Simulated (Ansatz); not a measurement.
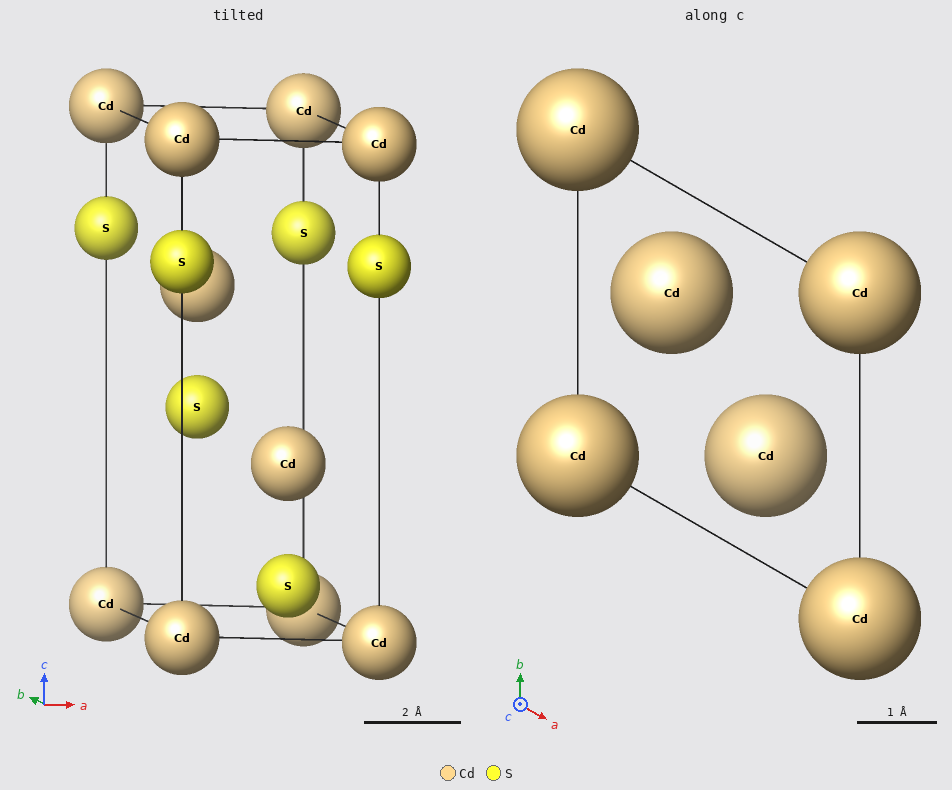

Shown here is a spheres-only view of the crystal, taken slightly off an axis and along the c axis. The parallelepiped is the conventional unit cell.

CdS, space group R3m (No. 160), a = 4.157 Å, b = 4.157 Å, c = 10.589 Å, α = 90.00°, β = 90.00°, γ = 120.00°. It goes back to a structure type filled with these elements by a generator (whether the compound takes this form wasn't checked). The cell was then strained or its atoms displaced on purpose. It went into a calculation with Ansatz.

This one geometry was computed with Ansatz (DFT, plane waves, PAW) at three levels of theory: HSE06, r2SCAN and PBE. It was relaxed with r2SCAN and then strained.

Q: How does the band gap change with the level of theory?

A: PBE: a gap of 0.94 eV, direct; r2SCAN: a gap of 1.38 eV, direct; HSE06: a gap of 1.94 eV, direct.

Q: Collect the results in a table.

A:
| level | cutoff (eV) | k-mesh of the run's cell | gap (eV) | pressure (GPa) |
| --- | --- | --- | --- | --- |
| HSE06 | 420 | 6×6×6 | 1.94 | -2.0 |
| r2SCAN | 500 | 8×8×8 | 1.38 | -2.2 |
| PBE | 420 | 8×8×8 | 0.94 | -0.8 |

Gaps are taken on the k-mesh or band path of each run.
